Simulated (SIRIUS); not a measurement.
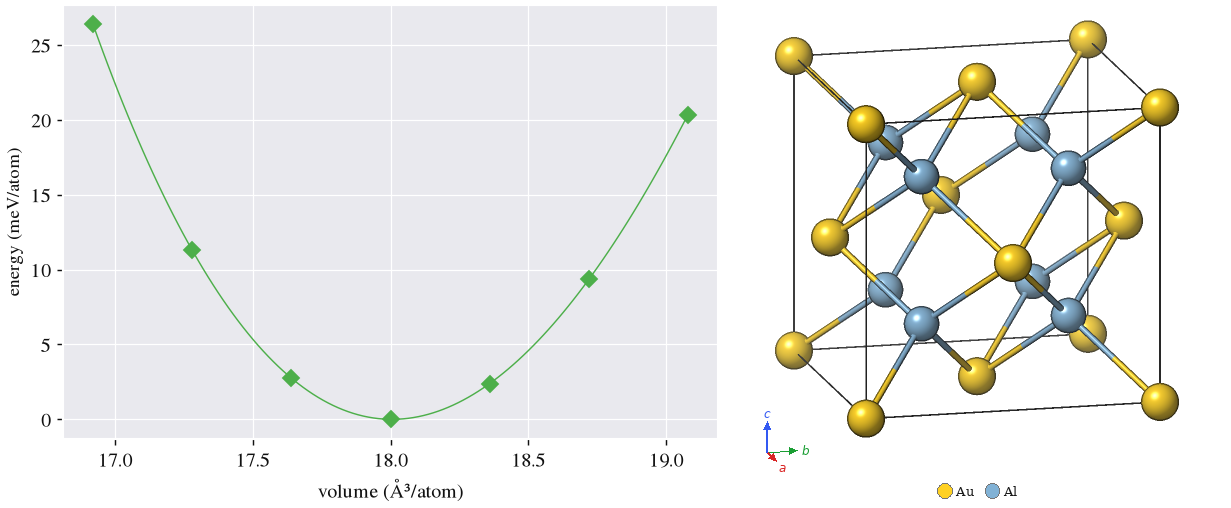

Computed with SIRIUS 7.12.0: all-electron LAPW DFT, no spin polarisation; energies at scaled volumes of the given cell, shape and fractions fixed, counted from the fit's minimum, third-order Birch-Murnaghan fit. Level: PBEsol.

k mesh 8×8×8; occupations Fermi–Dirac; smearing width 0.05 eV; potentials all electron FP LAPW; program settings basis apw+lo standard, gk cutoff 3.64 1/bohr, pw cutoff 20 1/bohr.

Cell as given: a = 4.243 Å, b = 4.243 Å, c = 4.243 Å, α = 60.00°, β = 60.00°, γ = 60.00°; 3 atoms.

**Figure.** Energy against volume for Al₂Au, space group Fm-3m (No. 225). The conventional cell is drawn beside the plot.

A third-order Birch–Murnaghan fit gives V0 = 18.00 Å³/atom, B0 = 114 GPa and B′ = 5.0. The energy is 26.37 meV/atom at volume 16.92 Å³/atom and 20.34 meV/atom at 19.08 Å³/atom; the lowest computed point is at volume 18.00 Å³/atom (0.02 meV/atom), and no other minimum shows.

Limits of the calculation: spin-orbit coupling left out, heavy elements.
